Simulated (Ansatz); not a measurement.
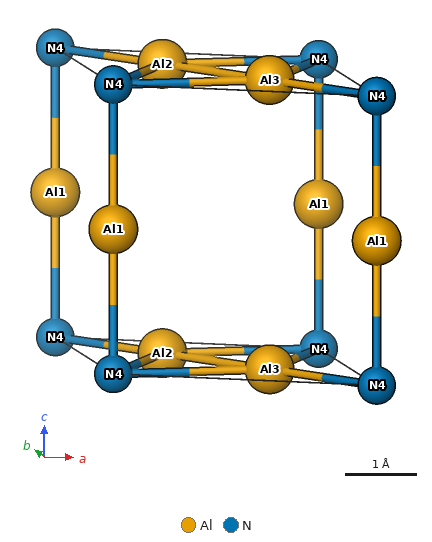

**Figure 1.** The structure as given in the input (ball-and-stick view of the cell of the calculation, seen slightly off an axis; atoms are numbered from 1 in the order of the input).

# Al3N: single-point calculation

The run: single-point calculation of Al3N (4 atoms in the cell). Method and program: DFT PBE, scalar-relativistic, plane waves, PAW, spin-polarised (Ansatz 0.2.0).

The structure was made by swapping elements on the sites of another compound; it need not be a known phase. It belongs to a series of runs on one base structure; here: Li3N type (P6/mmm, No. 191). Figures and captions count atoms from 1; the log counts them from 0 in places.

Log:
```
Engine: ansatz 0.2.0, x86_64-unknown-linux-gnu
Pseudopotentials: kind: paw
Pseudopotential: Al, paw, valence charge 3, recommended cutoff 420 eV (normal), Al.paw.azcp
Pseudopotential: N, paw, valence charge 5, recommended cutoff 420 eV (normal), N.paw.azcp
Functional definition: PBE
  parameter kappa = 0.804
  parameter beta = 0.06672455060314922
  exchange = pbe_x(kappa = kappa, mu = beta*pi^2/3)
  correlation = pbe_c(beta = beta)
Crystal: 4 atoms, lattice volume = 54.589 Å³
Basis set: ecut = 420 eV, 1105 PW (Γ), exchange–correlation on 54×54×60 points (8 copies of the dense FFT grid, shifted against one another)
Bands: 12, of which v1, the nominal top of the filled ones, is band 7 counted from 1 (6 counted from 0)
Symmetry: 24 space group operations
Space group: P6/mmm (ITA 191), of the structure as read, at distance tolerance 3.8e-5 Å
Magnetic group: BNS 191.233 (UNI 1463), of the structure as read, at distance tolerance 3.8e-5 Å
k-points: 21 of 144
Non-local potential: Al, projectors of the file, l = 0: 2, l = 1: 2, l = 2: 1
Non-local potential: N, projectors of the file, l = 0: 2, l = 1: 2, l = 2: 1
PAW form: soft (Blöchl's): semilocal exchange-correlation on the pseudo side does not see the compensation charge
PAW one-centre angular grid: Al, 110 points (default); XC on 64 Gauss nodes
PAW one-centre angular grid: N, 110 points (default); XC on 64 Gauss nodes
Initial density: superposition of atomic densities (chi_scale 0.1, normalization cell, long waves kept (reshape's long-wave potential 0.02 eV rms))
Starting moments: Σ|m| = 1 μB on 1 of 4 sites
Initial wavefunctions: pseudopotential atomic-orbital guess
Functional: x = pbe(κ = 0.804, μ = 0.2195149727645171), c = pbe(β = 0.06672455060314922)
SCF iter   1: F=—  HF=-1992.421345 eV  |F-HF|=—  |Δ(HF+E_count)|=         —  Δρ=4.15e-2 (↑1.69e-2 ↓4.15e-2)  dr2=2.43e0  dr2_m=1.83e-1  M=0.486 μB ∫|m|=0.497 μB  β_m=0.30  ethr=3.10e-3  ⟨swp⟩=6.3  Hψ=3381  notcnv=0
preconditioner: auto → none  [metal: Δε(μ)=0.019 eV  Ē_g=9.838 eV  σ=0.100 eV  W_gap=0.10  n_scr=8 (ndim 8)  ℏωp=18.8 eV  f_vac=0.000  D(μ)=2.54/eV (n_scr^D=20)  sad-step TF]
SCF iter   2: F=—  HF=-1992.132459 eV  |F-HF|=—  |Δ(HF+E_count)|=   2.89e-1  Δρ=2.37e-2 (↑1.72e-2 ↓2.37e-2)  dr2=6.44e-1  dr2_m=1.27e-1  M=0.403 μB ∫|m|=0.408 μB  β_m=0.30  ethr=3.10e-3  ⟨swp⟩=2.7  Hψ=1258  notcnv=0  defer=11
SCF iter   3: F=—  HF=-1992.009597 eV  |F-HF|=—  |Δ(HF+E_count)|=   1.23e-1  Δρ=1.55e-2 (↑1.51e-2 ↓1.55e-2)  dr2=8.10e-2  dr2_m=9.76e-2  M=0.321 μB ∫|m|=0.325 μB  β_m=0.30  ethr=3.10e-3  ⟨swp⟩=2.8  Hψ=839  notcnv=0  defer=11
SCF iter   4: F=—  HF=-1992.013157 eV  |F-HF|=—  |Δ(HF+E_count)|=   3.56e-3  Δρ=1.26e-2 (↑1.26e-2 ↓1.15e-2)  dr2=1.43e-2  dr2_m=6.86e-2  M=0.252 μB ∫|m|=0.257 μB  β_m=0.30  ethr=5.78e-4  ⟨swp⟩=1.5  Hψ=808  notcnv=0  defer=10
SCF iter   5: F=—  HF=-1992.026279 eV  |F-HF|=—  |Δ(HF+E_count)|=   1.31e-2  Δρ=9.55e-3 (↑9.55e-3 ↓9.11e-3)  dr2=2.46e-4  dr2_m=4.35e-2  M=0.226 μB ∫|m|=0.228 μB  β_m=0.30  ethr=1.02e-4  ⟨swp⟩=2.1  Hψ=770  notcnv=0  defer=10
SCF iter   6: F=—  HF=-1992.038429 eV  |F-HF|=—  |Δ(HF+E_count)|=   1.21e-2  Δρ=7.63e-3 (↑7.63e-3 ↓7.57e-3)  dr2=7.46e-5  dr2_m=2.89e-2  M=0.196 μB ∫|m|=0.198 μB  β_m=0.30  ethr=1.76e-6  ⟨swp⟩=2.0  Hψ=798  notcnv=0  defer=10
SCF iter   7: F=—  HF=-1992.046331 eV  |F-HF|=—  |Δ(HF+E_count)|=   7.90e-3  Δρ=6.19e-3 (↑6.15e-3 ↓6.19e-3)  dr2=8.14e-6  dr2_m=1.91e-2  M=0.172 μB ∫|m|=0.173 μB  β_m=0.30  ethr=5.33e-7  ⟨swp⟩=2.4  Hψ=861  notcnv=0  defer=10
SCF iter   8: F=—  HF=-1992.051496 eV  |F-HF|=—  |Δ(HF+E_count)|=   5.17e-3  Δρ=5.06e-3 (↑5.06e-3 ↓5.04e-3)  dr2=1.06e-5  dr2_m=1.28e-2  M=0.151 μB ∫|m|=0.151 μB  β_m=0.30  ethr=5.81e-8  ⟨swp⟩=3.2  Hψ=1056  notcnv=0  defer=10
Mixer restart at iter 8: flushing history
spin-set hold released at iteration 8 (site moments contracting): the magnetisation degrees of freedom join the quasi-Newton model from the next iteration; the mixer history was flushed
SCF iter   9: F=—  HF=-1992.054910 eV  |F-HF|=—  |Δ(HF+E_count)|=   3.41e-3  Δρ=4.14e-3 (↑4.14e-3 ↓4.13e-3)  dr2=9.92e-6  dr2_m=8.56e-3  M=0.132 μB ∫|m|=0.133 μB  β_m=0.48  ethr=5.81e-8  ⟨swp⟩=3.4  Hψ=1053  notcnv=0  defer=10
SCF iter  10: F=—  HF=-1992.061425 eV  |F-HF|=—  |Δ(HF+E_count)|=   6.52e-3  Δρ=1.22e-3 (↑1.22e-3 ↓1.20e-3)  dr2=3.49e-6  dr2_m=7.35e-4  M=0.061 μB ∫|m|=0.061 μB  β_m=0.82  ethr=5.81e-8  ⟨swp⟩=3.5  Hψ=1162  notcnv=0  defer=9
SCF iter  11: F=—  HF=-1992.062172 eV  |F-HF|=—  |Δ(HF+E_count)|=   7.47e-4  Δρ=1.77e-4 (↑1.70e-4 ↓1.77e-4)  dr2=1.23e-5  dr2_m=1.37e-5  M=0.021 μB ∫|m|=0.021 μB  β_m=0.91  ethr=2.50e-8  ⟨swp⟩=3.0  Hψ=1088  notcnv=0  defer=9
SCF iter  12: F=—  HF=-1992.062288 eV  |F-HF|=—  |Δ(HF+E_count)|=   1.17e-4  Δρ=1.34e-4 (↑1.34e-4 ↓1.28e-4)  dr2=3.54e-5  dr2_m=3.90e-6  M=0.012 μB ∫|m|=0.012 μB  β_m=0.91  ethr=2.50e-8  ⟨swp⟩=2.8  Hψ=929  notcnv=0  defer=9
SCF iter  13: F=—  HF=-1992.062299 eV  |F-HF|=—  |Δ(HF+E_count)|=   1.12e-5  Δρ=9.79e-5 (↑9.79e-5 ↓8.33e-5)  dr2=1.97e-5  dr2_m=5.69e-7  M=0.004 μB ∫|m|=0.004 μB  β_m=0.71  ethr=2.50e-8  ⟨swp⟩=2.3  Hψ=834  notcnv=0  defer=9
SCF iter  14: F=—  HF=-1992.062297 eV  |F-HF|=—  |Δ(HF+E_count)|=   2.32e-6  Δρ=3.78e-5 (↑3.02e-5 ↓3.78e-5)  dr2=1.88e-6  dr2_m=3.34e-7  M=0.002 μB ∫|m|=0.002 μB  β_m=0.68  ethr=2.50e-8  ⟨swp⟩=2.0  Hψ=792  notcnv=0  defer=9
iter 15 did not close the SCF: its close was put off for a magnetic moment that had not settled (scf_convergence_deferred on its scf_iter line)
SCF iter  15: F=-1992.062298 eV  HF=-1992.062298 eV  |F-HF|=7.79e-8  |Δ(HF+E_count)|=   5.66e-7  Δρ=1.15e-5 (↑1.15e-5 ↓1.15e-5)  dr2=4.72e-8  dr2_m=5.92e-8  M=0.001 μB ∫|m|=0.001 μB  β_m=0.78  ethr=7.14e-10  ⟨swp⟩=4.2  Hψ=2047  notcnv=0
iter 16 did not close the SCF: its close was put off for a magnetic moment that had not settled (scf_convergence_deferred on its scf_iter line)
SCF iter  16: F=-1992.062298 eV  HF=-1992.062298 eV  |F-HF|=8.29e-9  |Δ(HF+E_count)|=   2.14e-7  Δρ=2.83e-6 (↑2.83e-6 ↓2.80e-6)  dr2=5.54e-10  dr2_m=3.79e-9  M=0.000 μB ∫|m|=0.000 μB  β_m=0.89  ethr=3.37e-10  ⟨swp⟩=2.0  Hψ=1719  notcnv=0
iter 17 did not close the SCF: its close was put off for a magnetic moment that had not settled (scf_convergence_deferred on its scf_iter line)
SCF iter  17: F=-1992.062298 eV  HF=-1992.062298 eV  |F-HF|=3.16e-10  |Δ(HF+E_count)|=   1.57e-8  Δρ=5.38e-7 (↑4.97e-7 ↓5.38e-7)  dr2=2.06e-11  dr2_m=1.30e-10  M=0.000 μB ∫|m|=0.000 μB  β_m=0.95  ethr=3.96e-12  ⟨swp⟩=1.0  Hψ=1697  notcnv=0
SCF iter  18: F=-1992.062298 eV  HF=-1992.062298 eV  |F-HF|=5.23e-12  |Δ(HF+E_count)|=  5.36e-10  Δρ=8.48e-8 (↑8.23e-8 ↓8.48e-8)  dr2=3.73e-12  dr2_m=3.11e-12  M=0.000 μB ∫|m|=0.000 μB  ethr=1.00e-12  ⟨swp⟩=1.0  Hψ=1484  notcnv=0
WARN: the starting moments were not kept: the SCF closed with an absolute magnetisation of 4.0e-6 μB, where they sum to 1 μB in size (1 site). That is at most 0.1 of that sum. Measured as dr2_m measures the in/out step, that magnetisation stands 1.5e-12 eV from none, at or under the dr2_threshold of 1.0e-7 eV: it is no larger than a step whose dr2_m would equal this threshold. The system may hold no moment; this SCF shows only that its start led to no more than that. To try another start: raise the starting moments (crystal.atoms[].spin, magnetization.per_species, magnetization.initial_magnetization, or on a non-collinear deck that types none of these the spinor_matrix: blocks that start its atoms; where the total moment is fixed, keep their sum and leave initial_magnetization as it is; typed ones take the place of any that the run laid by itself, positive ones on a crystal's lanthanoids without a Hubbard term where scf.initial_density.shell_occupations: [] is typed) or, if the notice of its spin-set hold's release reads "site moments contracting" or "site moments show no strong build", lengthen the hold (scf.mixing.spin_hold: { on: { confirm: 4 } }; for m-r²SCAN on two components see the key's manual first). Each may lead to a state that holds a moment. A second SCF, from the converged charge density, with the starting moments and any scf.initial_density.shell_occupations laid on it anew, would have followed, and was not run: the deck does not ask for one (magnetization.retry_lost_moments is false, the default). To let it run, set magnetization.retry_lost_moments: true and run the deck again, where that key's refused combinations let it; where memory then withholds it, that run's warning says so.
SCF 1 converged in 18 iterations: F = -1992.062298 eV  dr2 = 3.73e-12
  greatest PAW one-centre occupation: 0.836 electrons in one spin orbital (limit 2), on the N atom at site 3 (counted from 0), in its partial waves of l = 0
```

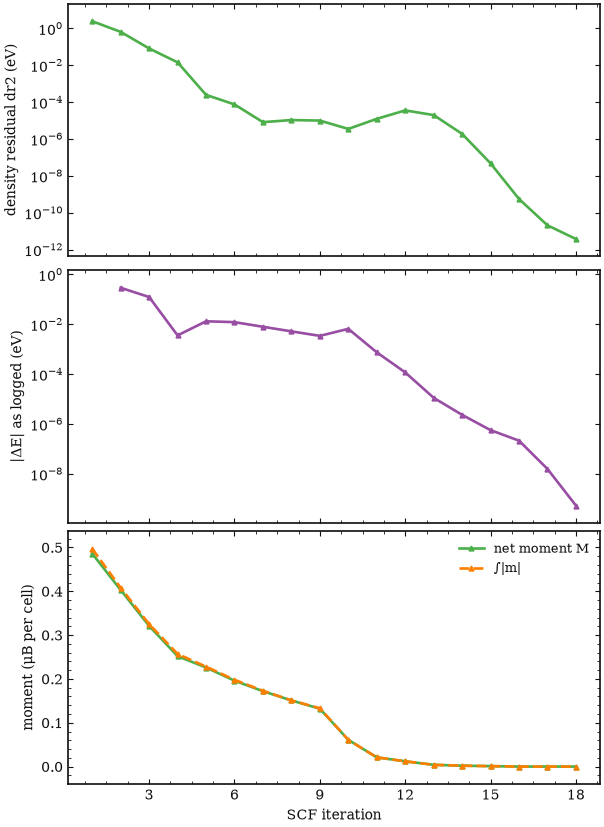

**Figure 2.** Convergence of the self-consistent field: density residual dr2, size of the energy change and magnetic moment against the SCF iteration. The residual falls unevenly and jumps up by a factor of two or more 2 times on the way down. The net moment goes from 0.5 to 0.0 μB per cell, and ∫|m| falls to zero.

```
SCF converged after 18 iterations
Magnetization: 0.0000 μB (7.0000 up, 7.0000 down)
Absolute magnetization: 0.0000 μB (∫|ρ↑−ρ↓|, with the PAW one-centre terms)
Spin contamination: 0.0000 ħ² per cell (⟨S²⟩ above its minimum at these occupations)
Per-site moments (μB) at R_I (Å): [(-2.415812729834952e-7, 0.8508667227843749), (5.34162233457324e-7, 0.9309264482528409), (5.341622334847925e-7, 0.9309264482528409), (1.7202929655682483e-8, 0.8508667227843749)]
Free energy (F): -1992.062298 eV
Harris-Foulkes:  -1992.062298 eV  (|F-HF|=5.23e-12)
Internal energy: -1992.047615 eV  (E = F + TS)
E sigma→0 (E₀):  -1992.054956 eV
Entropy (-TS):   -0.014683 eV (-3.671 meV/atom)
Fermi energy:    8.785487 eV
--- Per-component energies (eV) ---
  E_band       = 29.090691
  E_kinetic    = 203.526739
  E_local      = -291.621527  (includes V_loc(G=0)·N_el)
  E_nonlocal   = 80.353982
  E_hartree    = 116.163633
  E_xc         = -181.066645
  E_vxc        = -165.483615  (∫ρ·V_xc dr)
  E_paw        = -1529.379755  (= ΣΔE_a)
  E_vpaw       = -30.012257  (= ΣTr[D̂ρ^β])
  E_aug_tail   = 0.000079  (compensation charges beyond the density's cutoff)
  E_ewald      = -390.024121
  E_smearing   = -0.014683  (= −TS)
  E_closure    = 0.000000  (closes the sum)
  Σ components = -1992.062298   (vs F -1992.062298, Δ=0.00e0)
--- Forces (eV/Å), atoms counted from 1 ---
  atom   1  Al     0.00000000     0.00000000     0.00000000
  atom   2  Al     0.00000000    -0.00000000     0.00000000
  atom   3  Al    -0.00000000     0.00000000    -0.00000000
  atom   4  N     -0.00000000     0.00000000     0.00000000
  max |Σ_I F_I| component: 3.70e-17 eV/Å
--- Stress (GPa, compression-positive) ---
       36.226314       0.000000      -0.000000
       -0.000000      36.226314      -0.000000
       -0.000000      -0.000000      -9.009824
  P = ⅓ Tr σ = 21.1476 GPa (211.476 kbar)
--- Band table (eV; the first three rows and the last of 42) ---
  k-point 0 ↑: bands = ["-8.6847", "1.7914", "1.8402", "2.7357", "2.7357", "7.0644", "8.0788", "8.0788", "10.2447", "12.5539", "13.9048", "13.9048"]
  k-point 1 ↑: bands = ["-8.5736", "0.1740", "2.8062", "2.8062", "3.1008", "7.1641", "8.3167", "8.3167", "11.2046", "12.6203", "12.6203", "13.0604"]
  k-point 2 ↑: bands = ["-8.4547", "-0.5937", "2.8797", "2.8797", "3.6486", "6.8018", "8.6085", "8.6085", "11.8392", "11.8392", "13.5851", "13.5851"]
  k-point 20 ↓: bands = ["-7.7996", "0.1337", "0.1337", "1.0514", "5.4294", "5.4294", "9.0949", "9.0949", "9.4788", "10.2927", "16.1679", "16.5893"]
--- Löwdin populations: 4 sites ---
  site symbol       q [e]    m [muB]
     0     Al      2.4197    -0.0000
     1     Al      2.7826     0.0000
     2     Al      2.7826     0.0000
     3      N      5.8267    -0.0000
  spilling = 0.013451 (of n_electrons = 14.000000)
```

File populations.tsv:
```
# site	symbol	l	j	q_up	q_dn
# orbitals = lowdin
# n_electrons = 14.000000
# spilling = 0.013451
0	Al	0_3S	-	0.415034	0.415034
0	Al	1_3P	-	0.794838	0.794838
1	Al	0_3S	-	0.422410	0.422410
1	Al	1_3P	-	0.968902	0.968901
2	Al	0_3S	-	0.422410	0.422410
2	Al	1_3P	-	0.968902	0.968901
3	N	0_2S	-	0.862521	0.862521
3	N	1_2P	-	2.050830	2.050830
```

This output came from the following input.

Input:
```yaml
crystal:
  lattice:
    - [3.908877349, 0.0, 0.0]
    - [-1.9544386745, 3.3851870846, 0.0]
    - [0.0, 0.0, 4.1254144135]
  atoms:
    - { symbol: Al, position: [0.0, 0.0, 0.5] }
    - { symbol: Al, position: [0.3333333333, 0.6666666667, 0.0] }
    - { symbol: Al, position: [0.6666666667, 0.3333333333, 0.0] }
    - { symbol: "N", position: [0.0, 0.0, 0.0], spin: 1.0 }
basis:
  ecutwfc: 420
kpoints:
  mp_grid: { grid: [6, 6, 4] }
hamiltonian:
  xc: pbe
scf:
  occupations: { method: gaussian, width: 0.1 }
  lower_state_search: "off"
output:
  forces: true
  stress: true
  eigenvalues: true
  populations: true
magnetization:
  spin_polarized: true
```

Command:
```bash
ansatz run input.yaml --threads 1 --pin off --max-ram 2560MiB --backend cpu --events-out ev --progress --plain --runs-dir out
```

Key numbers:

| quantity | value |
| --- | --- |
| outcome | converged |
| space group (tolerance 0.01 Å) | P6/mmm (191) |
| electrons treated | 14 |
| free energy | −1992.0623 eV |
| Fermi energy | 8.785 eV |
| gap on the k-point mesh | none (metallic) |
| net moment of the cell | 0.00 μB |
| integrated absolute moment | 0.00 μB |
| pressure | 21.15 GPa |
| largest force (length of the vector) | under 0.001 eV/Å |
| hardware | 1 thread of Intel Xeon (Granite Rapids), 192 GiB of memory available, shared host |
| wall time | 1.9 s |
| peak memory | 0.33 GiB |

Warnings of the run: some starting moments were not kept.
